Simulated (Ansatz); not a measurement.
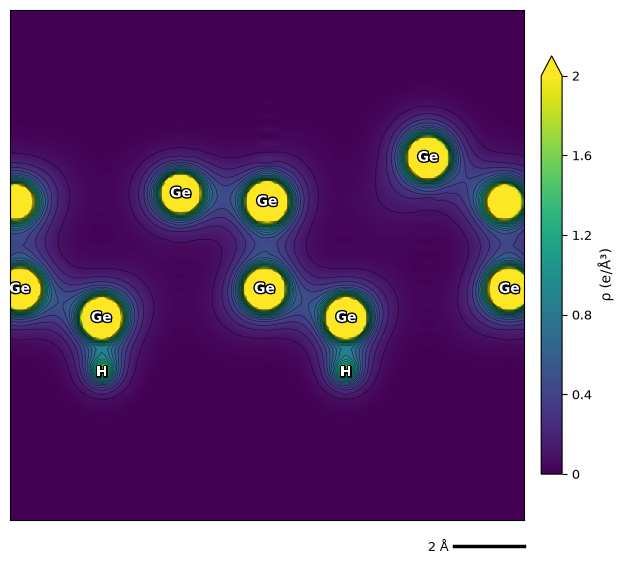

The picture shows: Ge₄H (slab). Valence pseudo-density on the (110) plane of the calculation cell, a cut from vacuum to vacuum.

The calculation used DFT PBE+D3(BJ), scalar-relativistic, plane waves, PAW in Ansatz.

The density is the valence pseudo-density of a PAW calculation; it isn't the true density close to the nuclei.

Question: What do the fields say about this system?

Answer: Atoms in the plane: Ge and H.
Atoms just off the plane (Ge, 0.3 Å away) can leave unmarked features too.
Ge–H (1.56 Å): ρ at the midpoint is about 0.95 e/Å³.
Ge–Ge (2.47 Å): the density is about 0.5 e/Å³ at the midpoint.
Ge–Ge (2.47 Å): ρ at the midpoint is about 0.5 e/Å³.
The density dies away to nearly zero in the vacuum.
